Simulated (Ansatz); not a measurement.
Run report: TaN, single-point calculation (part 2 of 4)

TaN (6 atoms in the cell); DFT PBEsol+U, scalar-relativistic, plane waves, PAW, Ueff = 7 eV on Ta atom 1 d; Ueff = 7 eV on Ta atom 2 d; Ueff = 7 eV on Ta atom 3 d, spin-polarised (Ansatz 0.2.0); cutoff 420 eV, 4×4×7 k-mesh, Gaussian smearing of 0.05 eV, collinear spins. The structure derives from an entry of the Crystallography Open Database. The run did not end well. It belongs to a series of runs on one base structure; here: site moments held. The run did not end well; see the last part.

Geometry of the input (Å; fractional positions):
```
5.1850  0.0000  0.0000
-2.5925  4.4903  0.0000
0.0000  0.0000  2.9080
Ta 0.0000  0.0000  0.0000
Ta 0.3333  0.6667  0.5000
Ta 0.6667  0.3333  0.5000
N  0.5000  0.0000  0.0000
N  0.5000  0.5000  0.0000
N  0.0000  0.5000  0.0000
```

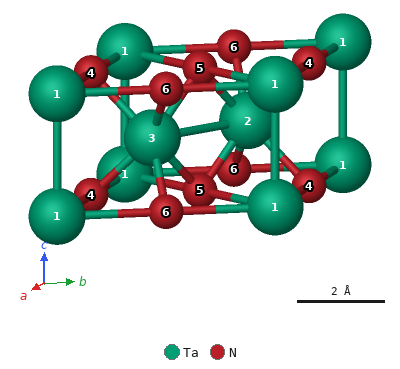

The structure as given in the input (ball-and-stick view of the cell of the calculation, seen slightly off an axis; atoms are numbered from 1 in the order of the input).

## Log, continued
```
SCF iter  46: F=-30536.250120 eV  HF=-30536.249428 eV  |F-HF|=6.92e-4  |Δ(HF+E_count)|=   2.65e-3  Δρ=5.80e-4 (↑5.80e-4 ↓5.48e-5)  dr2=1.01e-4  dr2_m=5.52e-5  M=0.739 μB ∫|m|=1.360 μB  β_m=0.82  ethr=1.24e-7  ⟨swp⟩=2.0  Hψ=1634  notcnv=0  defer=54
SCF iter  47: F=-30536.250392 eV  HF=-30536.249930 eV  |F-HF|=4.61e-4  |Δ(HF+E_count)|=   5.02e-4  Δρ=4.55e-4 (↑4.55e-4 ↓7.05e-5)  dr2=5.87e-5  dr2_m=3.85e-5  M=0.735 μB ∫|m|=1.358 μB  β_m=0.91  ethr=1.24e-7  ⟨swp⟩=2.3  Hψ=1809  notcnv=0  defer=54
SCF iter  48: F=-30536.247968 eV  HF=-30536.247630 eV  |F-HF|=3.38e-4  |Δ(HF+E_count)|=   2.30e-3  Δρ=4.93e-4 (↑4.93e-4 ↓8.22e-5)  dr2=2.01e-4  dr2_m=3.79e-5  M=0.737 μB ∫|m|=1.361 μB  β_m=0.96  ethr=1.09e-7  ⟨swp⟩=2.1  Hψ=1592  notcnv=0  defer=54
SCF iter  49: F=-30536.245845 eV  HF=-30536.245529 eV  |F-HF|=3.16e-4  |Δ(HF+E_count)|=   2.10e-3  Δρ=5.07e-4 (↑5.07e-4 ↓9.91e-5)  dr2=2.30e-4  dr2_m=4.22e-5  M=0.737 μB ∫|m|=1.364 μB  β_m=0.24  ethr=1.09e-7  ⟨swp⟩=2.0  Hψ=1384  notcnv=0  defer=54
SCF iter  50: F=-30536.243764 eV  HF=-30536.243347 eV  |F-HF|=4.17e-4  |Δ(HF+E_count)|=   2.18e-3  Δρ=5.24e-4 (↑5.24e-4 ↓2.02e-4)  dr2=1.95e-4  dr2_m=6.12e-5  M=0.736 μB ∫|m|=1.366 μB  β_m=0.17  ethr=1.09e-7  ⟨swp⟩=2.0  Hψ=1693  notcnv=0  defer=54
SCF iter  51: F=-30536.250051 eV  HF=-30536.249502 eV  |F-HF|=5.50e-4  |Δ(HF+E_count)|=   6.15e-3  Δρ=5.27e-4 (↑5.27e-4 ↓1.16e-4)  dr2=1.16e-4  dr2_m=4.96e-5  M=0.733 μB ∫|m|=1.358 μB  β_m=0.15  ethr=1.09e-7  ⟨swp⟩=2.6  Hψ=1877  notcnv=0  defer=54
SCF iter  52: F=-30536.252200 eV  HF=-30536.251687 eV  |F-HF|=5.13e-4  |Δ(HF+E_count)|=   2.18e-3  Δρ=5.46e-4 (↑5.46e-4 ↓1.76e-4)  dr2=1.73e-4  dr2_m=7.47e-5  M=0.736 μB ∫|m|=1.358 μB  β_m=0.41  ethr=1.09e-7  ⟨swp⟩=2.5  Hψ=2052  notcnv=0  defer=54
SCF iter  53: F=-30536.258955 eV  HF=-30536.257586 eV  |F-HF|=1.37e-3  |Δ(HF+E_count)|=   5.90e-3  Δρ=9.83e-4 (↑9.83e-4 ↓1.63e-4)  dr2=7.09e-4  dr2_m=1.89e-4  M=0.737 μB ∫|m|=1.351 μB  β_m=0.55  ethr=1.09e-7  ⟨swp⟩=3.0  Hψ=2154  notcnv=0  defer=54  recentre
SCF iter  54: F=-30536.246744 eV  HF=-30536.246165 eV  |F-HF|=5.79e-4  |Δ(HF+E_count)|=   1.14e-2  Δρ=6.34e-4 (↑6.34e-4 ↓9.16e-5)  dr2=3.20e-4  dr2_m=7.45e-5  M=0.733 μB ∫|m|=1.361 μB  β_m=0.22  ethr=1.09e-7  ⟨swp⟩=3.2  Hψ=2391  notcnv=0  defer=54
SCF iter  55: F=-30536.244429 eV  HF=-30536.243668 eV  |F-HF|=7.61e-4  |Δ(HF+E_count)|=   2.50e-3  Δρ=8.33e-4 (↑8.33e-4 ↓7.30e-5)  dr2=7.05e-4  dr2_m=1.20e-4  M=0.731 μB ∫|m|=1.361 μB  β_m=0.41  ethr=1.09e-7  ⟨swp⟩=2.4  Hψ=2053  notcnv=0  defer=54
SCF iter  56: F=-30536.243790 eV  HF=-30536.242851 eV  |F-HF|=9.38e-4  |Δ(HF+E_count)|=   8.17e-4  Δρ=9.49e-4 (↑9.49e-4 ↓5.68e-5)  dr2=9.49e-4  dr2_m=1.47e-4  M=0.731 μB ∫|m|=1.360 μB  β_m=0.52  ethr=1.09e-7  ⟨swp⟩=2.1  Hψ=1531  notcnv=0  defer=54
SCF iter  57: F=-30536.243567 eV  HF=-30536.242612 eV  |F-HF|=9.55e-4  |Δ(HF+E_count)|=   2.39e-4  Δρ=9.58e-4 (↑9.58e-4 ↓5.19e-5)  dr2=9.66e-4  dr2_m=1.49e-4  M=0.731 μB ∫|m|=1.361 μB  β_m=0.68  ethr=1.09e-7  ⟨swp⟩=1.4  Hψ=1053  notcnv=0  defer=54
SCF iter  58: F=-30536.242646 eV  HF=-30536.241725 eV  |F-HF|=9.21e-4  |Δ(HF+E_count)|=   8.87e-4  Δρ=9.91e-4 (↑9.91e-4 ↓4.13e-5)  dr2=1.09e-3  dr2_m=1.52e-4  M=0.731 μB ∫|m|=1.363 μB  β_m=0.21  ethr=1.09e-7  ⟨swp⟩=1.9  Hψ=1227  notcnv=0  defer=54
SCF iter  59: F=-30536.241340 eV  HF=-30536.240146 eV  |F-HF|=1.19e-3  |Δ(HF+E_count)|=   1.58e-3  Δρ=9.98e-4 (↑9.98e-4 ↓6.12e-5)  dr2=9.39e-4  dr2_m=1.62e-4  M=0.731 μB ∫|m|=1.364 μB  β_m=0.32  ethr=1.09e-7  ⟨swp⟩=2.0  Hψ=1402  notcnv=0  defer=54
SCF iter  60: F=-30536.242686 eV  HF=-30536.241725 eV  |F-HF|=9.61e-4  |Δ(HF+E_count)|=   1.58e-3  Δρ=9.94e-4 (↑9.94e-4 ↓5.60e-5)  dr2=1.06e-3  dr2_m=1.58e-4  M=0.731 μB ∫|m|=1.363 μB  β_m=0.02  ethr=1.09e-7  ⟨swp⟩=2.2  Hψ=1645  notcnv=0  defer=54
SCF iter  61: F=-30536.240773 eV  HF=-30536.239627 eV  |F-HF|=1.15e-3  |Δ(HF+E_count)|=   2.10e-3  Δρ=8.16e-4 (↑8.16e-4 ↓1.58e-4)  dr2=4.27e-4  dr2_m=1.23e-4  M=0.732 μB ∫|m|=1.364 μB  β_m=0.02  ethr=1.09e-7  ⟨swp⟩=2.0  Hψ=1614  notcnv=0  defer=54
SCF iter  62: F=-30536.240250 eV  HF=-30536.239427 eV  |F-HF|=8.23e-4  |Δ(HF+E_count)|=   2.00e-4  Δρ=6.14e-4 (↑6.14e-4 ↓2.68e-4)  dr2=1.44e-4  dr2_m=9.33e-5  M=0.733 μB ∫|m|=1.364 μB  β_m=0.06  ethr=1.09e-7  ⟨swp⟩=2.4  Hψ=1910  notcnv=0  defer=54
SCF iter  63: F=-30536.247693 eV  HF=-30536.247278 eV  |F-HF|=4.15e-4  |Δ(HF+E_count)|=   7.85e-3  Δρ=4.40e-4 (↑4.40e-4 ↓1.24e-4)  dr2=4.69e-5  dr2_m=3.55e-5  M=0.738 μB ∫|m|=1.362 μB  β_m=0.12  ethr=1.09e-7  ⟨swp⟩=3.0  Hψ=2143  notcnv=0  defer=54
SCF iter  64: F=-30536.264008 eV  HF=-30536.262882 eV  |F-HF|=1.13e-3  |Δ(HF+E_count)|=   1.56e-2  Δρ=1.09e-3 (↑1.09e-3 ↓2.73e-4)  dr2=1.14e-3  dr2_m=1.75e-4  M=0.731 μB ∫|m|=1.338 μB  β_m=0.56  ethr=8.69e-8  ⟨swp⟩=3.4  Hψ=2550  notcnv=0  defer=54  recentre
SCF iter  65: F=-30536.244899 eV  HF=-30536.244180 eV  |F-HF|=7.20e-4  |Δ(HF+E_count)|=   1.87e-2  Δρ=7.31e-4 (↑7.31e-4 ↓7.53e-5)  dr2=4.35e-4  dr2_m=8.59e-5  M=0.733 μB ∫|m|=1.363 μB  β_m=0.78  ethr=8.69e-8  ⟨swp⟩=3.2  Hψ=2639  notcnv=0  defer=54
SCF iter  66: F=-30536.242021 eV  HF=-30536.240967 eV  |F-HF|=1.05e-3  |Δ(HF+E_count)|=   3.21e-3  Δρ=9.52e-4 (↑9.52e-4 ↓7.70e-5)  dr2=8.35e-4  dr2_m=1.40e-4  M=0.732 μB ∫|m|=1.366 μB  β_m=0.89  ethr=8.69e-8  ⟨swp⟩=2.3  Hψ=1929  notcnv=0  defer=54
SCF iter  67: F=-30536.243732 eV  HF=-30536.242795 eV  |F-HF|=9.37e-4  |Δ(HF+E_count)|=   1.83e-3  Δρ=8.80e-4 (↑8.80e-4 ↓6.47e-5)  dr2=6.89e-4  dr2_m=1.20e-4  M=0.732 μB ∫|m|=1.364 μB  β_m=0.18  ethr=8.69e-8  ⟨swp⟩=2.1  Hψ=1560  notcnv=0  defer=54
SCF iter  68: F=-30536.246677 eV  HF=-30536.245877 eV  |F-HF|=8.00e-4  |Δ(HF+E_count)|=   3.08e-3  Δρ=8.17e-4 (↑8.17e-4 ↓9.56e-5)  dr2=5.55e-4  dr2_m=1.12e-4  M=0.731 μB ∫|m|=1.362 μB  β_m=0.71  ethr=8.69e-8  ⟨swp⟩=2.4  Hψ=1921  notcnv=0  defer=54
SCF iter  69: F=-30536.253229 eV  HF=-30536.252669 eV  |F-HF|=5.60e-4  |Δ(HF+E_count)|=   6.79e-3  Δρ=6.84e-4 (↑6.84e-4 ↓6.70e-5)  dr2=4.07e-4  dr2_m=7.82e-5  M=0.737 μB ∫|m|=1.360 μB  β_m=0.49  ethr=8.69e-8  ⟨swp⟩=2.9  Hψ=2196  notcnv=0  defer=54
SCF iter  70: F=-30536.259890 eV  HF=-30536.258549 eV  |F-HF|=1.34e-3  |Δ(HF+E_count)|=   5.88e-3  Δρ=1.05e-3 (↑1.05e-3 ↓7.75e-5)  dr2=9.53e-4  dr2_m=1.84e-4  M=0.738 μB ∫|m|=1.350 μB  β_m=0.08  ethr=8.69e-8  ⟨swp⟩=2.5  Hψ=2083  notcnv=0  defer=54  recentre
SCF iter  71: F=-30536.256674 eV  HF=-30536.255673 eV  |F-HF|=1.00e-3  |Δ(HF+E_count)|=   2.88e-3  Δρ=8.90e-4 (↑8.90e-4 ↓9.94e-5)  dr2=6.45e-4  dr2_m=1.42e-4  M=0.738 μB ∫|m|=1.353 μB  β_m=0.46  ethr=8.69e-8  ⟨swp⟩=2.2  Hψ=1950  notcnv=0  defer=54
SCF iter  72: F=-30536.270175 eV  HF=-30536.267726 eV  |F-HF|=2.45e-3  |Δ(HF+E_count)|=   1.21e-2  Δρ=1.28e-3 (↑1.28e-3 ↓1.49e-4)  dr2=1.18e-3  dr2_m=2.71e-4  M=0.724 μB ∫|m|=1.324 μB  β_m=0.14  ethr=8.69e-8  ⟨swp⟩=3.4  Hψ=2401  notcnv=0  defer=54
SCF iter  73: F=-30536.263029 eV  HF=-30536.261711 eV  |F-HF|=1.32e-3  |Δ(HF+E_count)|=   6.01e-3  Δρ=1.09e-3 (↑1.09e-3 ↓4.66e-5)  dr2=1.11e-3  dr2_m=1.92e-4  M=0.733 μB ∫|m|=1.342 μB  β_m=0.25  ethr=8.69e-8  ⟨swp⟩=2.4  Hψ=2060  notcnv=0  defer=54
SCF iter  74: F=-30536.295343 eV  HF=-30536.288056 eV  |F-HF|=7.29e-3  |Δ(HF+E_count)|=   2.63e-2  Δρ=1.96e-3 (↑1.96e-3 ↓9.68e-5)  dr2=1.64e-3  dr2_m=6.18e-4  M=0.725 μB ∫|m|=1.307 μB  β_m=0.08  ethr=8.69e-8  ⟨swp⟩=3.6  Hψ=2615  notcnv=0  defer=55  recentre
SCF iter  75: F=-30536.293449 eV  HF=-30536.285740 eV  |F-HF|=7.71e-3  |Δ(HF+E_count)|=   2.32e-3  Δρ=1.97e-3 (↑1.97e-3 ↓1.63e-4)  dr2=1.69e-3  dr2_m=6.43e-4  M=0.725 μB ∫|m|=1.307 μB  ethr=8.69e-8  ⟨swp⟩=2.0  Hψ=1649  notcnv=0  defer=55
Constraint outer step 1 at iter 75: max|Δm| = 4.28e-1 μB  λ_eff = 1.000 eV/μB²  [c0 t1: forced δμ = -8.557e-1 eV/μB]
Mixer restart at iter 75: flushing history
SCF iter  76: F=-30536.416577 eV  HF=-30536.385470 eV  |F-HF|=3.11e-2  |Δ(HF+E_count)|=         —  Δρ=8.14e-3 (↑8.14e-3 ↓5.29e-3)  dr2=1.94e-2  dr2_m=2.75e-2  M=0.975 μB ∫|m|=1.759 μB  β_m=0.30  ethr=8.69e-8  ⟨swp⟩=5.1  Hψ=4076  notcnv=0  defer=55
SCF iter  77: F=-30536.296516 eV  HF=-30536.271481 eV  |F-HF|=2.50e-2  |Δ(HF+E_count)|=   1.14e-1  Δρ=5.80e-3 (↑5.80e-3 ↓4.21e-3)  dr2=6.65e-3  dr2_m=1.52e-2  M=0.994 μB ∫|m|=1.795 μB  β_m=0.51  ethr=3.60e-5  ⟨swp⟩=2.1  Hψ=1542  notcnv=0  defer=55
SCF iter  78: F=-30536.091864 eV  HF=-30536.078081 eV  |F-HF|=1.38e-2  |Δ(HF+E_count)|=   1.93e-1  Δρ=2.62e-3 (↑2.62e-3 ↓2.24e-3)  dr2=1.01e-3  dr2_m=3.28e-3  M=1.104 μB ∫|m|=1.938 μB  β_m=0.82  ethr=1.23e-5  ⟨swp⟩=2.3  Hψ=1976  notcnv=0  defer=55
SCF iter  79: F=-30535.975654 eV  HF=-30535.974493 eV  |F-HF|=1.16e-3  |Δ(HF+E_count)|=   1.04e-1  Δρ=9.62e-4 (↑9.62e-4 ↓8.88e-4)  dr2=2.84e-4  dr2_m=4.27e-4  M=1.107 μB ∫|m|=2.005 μB  β_m=0.89  ethr=1.87e-6  ⟨swp⟩=3.0  Hψ=2405  notcnv=0  defer=54
SCF iter  80: F=-30535.972395 eV  HF=-30535.972131 eV  |F-HF|=2.64e-4  |Δ(HF+E_count)|=   2.36e-3  Δρ=4.14e-4 (↑4.14e-4 ↓3.37e-4)  dr2=4.39e-5  dr2_m=7.41e-5  M=1.107 μB ∫|m|=2.021 μB  ethr=5.26e-7  ⟨swp⟩=2.5  Hψ=2037  notcnv=0  defer=57
Constraint outer step 2 at iter 80: max|Δm| = 2.77e-1 μB  λ_eff = 1.000 eV/μB²  [c0 t1: gradient δμ = -5.534e-1 eV/μB]
Mixer restart at iter 80: flushing history
SCF iter  81: F=-30536.008271 eV  HF=-30536.005089 eV  |F-HF|=3.18e-3  |Δ(HF+E_count)|=         —  Δρ=5.51e-3 (↑5.51e-3 ↓2.74e-3)  dr2=1.36e-2  dr2_m=1.04e-2  M=1.158 μB ∫|m|=2.245 μB  β_m=0.89  ethr=8.12e-8  ⟨swp⟩=5.1  Hψ=3888  notcnv=0  defer=57
SCF iter  82: F=-30535.781486 eV  HF=-30535.780413 eV  |F-HF|=1.07e-3  |Δ(HF+E_count)|=   2.25e-1  Δρ=1.54e-3 (↑7.07e-4 ↓1.54e-3)  dr2=8.47e-4  dr2_m=6.79e-4  M=1.142 μB ∫|m|=2.280 μB  β_m=0.93  ethr=2.52e-5  ⟨swp⟩=2.3  Hψ=1844  notcnv=0  defer=57
SCF iter  83: F=-30535.763108 eV  HF=-30535.762543 eV  |F-HF|=5.65e-4  |Δ(HF+E_count)|=   1.79e-2  Δρ=9.77e-4 (↑9.77e-4 ↓4.35e-4)  dr2=3.09e-4  dr2_m=2.78e-4  M=1.138 μB ∫|m|=2.307 μB  β_m=0.97  ethr=1.57e-6  ⟨swp⟩=2.1  Hψ=1731  notcnv=0  defer=57
SCF iter  84: F=-30535.739359 eV  HF=-30535.739536 eV  |F-HF|=1.77e-4  |Δ(HF+E_count)|=   2.30e-2  Δρ=7.65e-4 (↑7.65e-4 ↓4.21e-4)  dr2=9.59e-4  dr2_m=1.16e-4  M=1.123 μB ∫|m|=2.318 μB  β_m=0.98  ethr=5.72e-7  ⟨swp⟩=2.4  Hψ=1980  notcnv=0  defer=56
SCF iter  85: F=-30535.733383 eV  HF=-30535.733218 eV  |F-HF|=1.65e-4  |Δ(HF+E_count)|=   6.32e-3  Δρ=5.37e-4 (↑5.37e-4 ↓1.18e-4)  dr2=2.67e-4  dr2_m=5.57e-5  M=1.115 μB ∫|m|=2.322 μB  β_m=0.37  ethr=5.72e-7  ⟨swp⟩=2.1  Hψ=1577  notcnv=0  defer=56
SCF iter  86: F=-30535.727098 eV  HF=-30535.726959 eV  |F-HF|=1.39e-4  |Δ(HF+E_count)|=   6.26e-3  Δρ=2.67e-4 (↑2.67e-4 ↓9.62e-5)  dr2=2.02e-5  dr2_m=1.52e-5  M=1.109 μB ∫|m|=2.321 μB  β_m=0.91  ethr=4.94e-7  ⟨swp⟩=2.4  Hψ=1872  notcnv=0  defer=59
SCF iter  87: F=-30535.718280 eV  HF=-30535.718234 eV  |F-HF|=4.66e-5  |Δ(HF+E_count)|=   8.73e-3  Δρ=2.68e-4 (↑2.68e-4 ↓1.40e-4)  dr2=7.15e-5  dr2_m=1.83e-5  M=1.107 μB ∫|m|=2.330 μB  β_m=0.91  ethr=3.75e-8  ⟨swp⟩=3.5  Hψ=2519  notcnv=0  defer=62
SCF iter  88: F=-30535.702155 eV  HF=-30535.701880 eV  |F-HF|=2.76e-4  |Δ(HF+E_count)|=   1.64e-2  Δρ=4.02e-4 (↑4.02e-4 ↓6.42e-5)  dr2=7.24e-5  dr2_m=2.91e-5  M=1.107 μB ∫|m|=2.337 μB  β_m=0.67  ethr=3.75e-8  ⟨swp⟩=3.4  Hψ=2454  notcnv=0  defer=63
SCF iter  89: F=-30535.694571 eV  HF=-30535.693498 eV  |F-HF|=1.07e-3  |Δ(HF+E_count)|=   8.38e-3  Δρ=7.06e-4 (↑7.06e-4 ↓1.11e-4)  dr2=1.89e-4  dr2_m=7.57e-5  M=1.107 μB ∫|m|=2.347 μB  β_m=0.15  ethr=3.75e-8  ⟨swp⟩=3.4  Hψ=2457  notcnv=0  defer=63  recentre
SCF iter  90: F=-30535.696192 eV  HF=-30535.695587 eV  |F-HF|=6.04e-4  |Δ(HF+E_count)|=   2.09e-3  Δρ=5.21e-4 (↑5.21e-4 ↓1.34e-4)  dr2=1.34e-4  dr2_m=4.03e-5  M=1.107 μB ∫|m|=2.344 μB  ethr=3.75e-8  ⟨swp⟩=2.3  Hψ=2058  notcnv=0  defer=63
Constraint outer step 3 at iter 90: max|Δm| = 1.88e-1 μB  λ_eff = 1.000 eV/μB²  [c0 t1: secant δμ = -1.175e0 eV/μB]
Mixer restart at iter 90: flushing history
SCF iter  91: F=-30535.944721 eV  HF=-30535.947204 eV  |F-HF|=2.48e-3  |Δ(HF+E_count)|=         —  Δρ=1.60e-2 (↑1.60e-2 ↓7.42e-3)  dr2=1.86e-1  dr2_m=7.54e-2  M=1.676 μB ∫|m|=3.159 μB  β_m=0.84  ethr=3.75e-8  ⟨swp⟩=5.8  Hψ=4697  notcnv=0  defer=63
SCF iter  92: F=-30535.027256 eV  HF=-30535.013400 eV  |F-HF|=1.39e-2  |Δ(HF+E_count)|=   9.34e-1  Δρ=4.58e-3 (↑2.77e-3 ↓4.58e-3)  dr2=1.19e-2  dr2_m=5.54e-3  M=1.703 μB ∫|m|=3.281 μB  β_m=0.35  ethr=3.44e-4  ⟨swp⟩=3.2  Hψ=2168  notcnv=0  defer=62
SCF iter  93: F=-30535.007386 eV  HF=-30534.993636 eV  |F-HF|=1.38e-2  |Δ(HF+E_count)|=   1.98e-2  Δρ=3.17e-3 (↑2.70e-3 ↓3.17e-3)  dr2=4.29e-3  dr2_m=4.23e-3  M=1.739 μB ∫|m|=3.343 μB  β_m=0.27  ethr=2.20e-5  ⟨swp⟩=2.0  Hψ=1403  notcnv=0  defer=62
SCF iter  94: F=-30534.976926 eV  HF=-30534.967609 eV  |F-HF|=9.32e-3  |Δ(HF+E_count)|=   2.60e-2  Δρ=2.62e-3 (↑2.17e-3 ↓2.62e-3)  dr2=2.11e-3  dr2_m=2.88e-3  M=1.773 μB ∫|m|=3.408 μB  β_m=0.40  ethr=7.95e-6  ⟨swp⟩=2.2  Hψ=1611  notcnv=0  defer=62
SCF iter  95: F=-30534.861741 eV  HF=-30534.859595 eV  |F-HF|=2.15e-3  |Δ(HF+E_count)|=   1.08e-1  Δρ=1.36e-3 (↑1.36e-3 ↓1.09e-3)  dr2=7.55e-4  dr2_m=7.67e-4  M=1.796 μB ∫|m|=3.498 μB  β_m=0.87  ethr=3.92e-6  ⟨swp⟩=2.7  Hψ=1981  notcnv=0  defer=61
SCF iter  96: F=-30534.815495 eV  HF=-30534.814237 eV  |F-HF|=1.26e-3  |Δ(HF+E_count)|=   4.54e-2  Δρ=9.12e-4 (↑9.12e-4 ↓2.66e-4)  dr2=3.68e-4  dr2_m=1.75e-4  M=1.812 μB ∫|m|=3.565 μB  β_m=0.93  ethr=1.40e-6  ⟨swp⟩=2.9  Hψ=2114  notcnv=0  defer=61
SCF iter  97: F=-30534.769188 eV  HF=-30534.767113 eV  |F-HF|=2.07e-3  |Δ(HF+E_count)|=   4.71e-2  Δρ=1.28e-3 (↑1.28e-3 ↓1.69e-4)  dr2=1.16e-3  dr2_m=2.59e-4  M=1.843 μB ∫|m|=3.624 μB  β_m=0.97  ethr=6.82e-7  ⟨swp⟩=2.8  Hψ=2186  notcnv=0  defer=61
SCF iter  98: F=-30534.794881 eV  HF=-30534.793723 eV  |F-HF|=1.16e-3  |Δ(HF+E_count)|=   2.66e-2  Δρ=1.04e-3 (↑1.04e-3 ↓1.76e-4)  dr2=8.69e-4  dr2_m=1.84e-4  M=1.827 μB ∫|m|=3.592 μB  β_m=0.30  ethr=6.82e-7  ⟨swp⟩=2.5  Hψ=2044  notcnv=0  defer=58
SCF iter  99: F=-30534.793361 eV  HF=-30534.791361 eV  |F-HF|=2.00e-3  |Δ(HF+E_count)|=   2.36e-3  Δρ=1.24e-3 (↑1.24e-3 ↓3.14e-4)  dr2=9.90e-4  dr2_m=2.81e-4  M=1.833 μB ∫|m|=3.602 μB  β_m=0.94  ethr=6.82e-7  ⟨swp⟩=2.2  Hψ=1792  notcnv=0  defer=58
SCF iter 100: F=-30534.820391 eV  HF=-30534.819056 eV  |F-HF|=1.33e-3  |Δ(HF+E_count)|=   2.77e-2  Δρ=8.55e-4 (↑8.55e-4 ↓3.49e-4)  dr2=2.80e-4  dr2_m=1.72e-4  M=1.825 μB ∫|m|=3.572 μB  β_m=0.97  ethr=6.82e-7  ⟨swp⟩=3.0  Hψ=2227  notcnv=0  defer=58
SCF iter 101: F=-30534.831962 eV  HF=-30534.829746 eV  |F-HF|=2.22e-3  |Δ(HF+E_count)|=   1.07e-2  Δρ=1.05e-3 (↑1.05e-3 ↓6.15e-4)  dr2=3.43e-4  dr2_m=3.49e-4  M=1.848 μB ∫|m|=3.573 μB  β_m=0.99  ethr=5.19e-7  ⟨swp⟩=2.4  Hψ=2081  notcnv=0  defer=60
SCF iter 102: F=-30534.836717 eV  HF=-30534.835013 eV  |F-HF|=1.70e-3  |Δ(HF+E_count)|=   5.27e-3  Δρ=9.16e-4 (↑9.16e-4 ↓5.00e-4)  dr2=2.67e-4  dr2_m=2.49e-4  M=1.809 μB ∫|m|=3.557 μB  β_m=0.25  ethr=5.19e-7  ⟨swp⟩=2.5  Hψ=1978  notcnv=0  defer=60
SCF iter 103: F=-30534.875234 eV  HF=-30534.872124 eV  |F-HF|=3.11e-3  |Δ(HF+E_count)|=   3.71e-2  Δρ=1.27e-3 (↑1.27e-3 ↓9.69e-4)  dr2=4.22e-4  dr2_m=6.58e-4  M=1.787 μB ∫|m|=3.546 μB  β_m=0.22  ethr=4.95e-7  ⟨swp⟩=2.7  Hψ=1940  notcnv=0  defer=60
SCF iter 104: F=-30534.891994 eV  HF=-30534.886517 eV  |F-HF|=5.48e-3  |Δ(HF+E_count)|=   1.44e-2  Δρ=1.59e-3 (↑1.59e-3 ↓1.33e-3)  dr2=5.47e-4  dr2_m=1.16e-3  M=1.767 μB ∫|m|=3.551 μB  β_m=0.78  ethr=4.95e-7  ⟨swp⟩=3.4  Hψ=2390  notcnv=0  defer=60
```
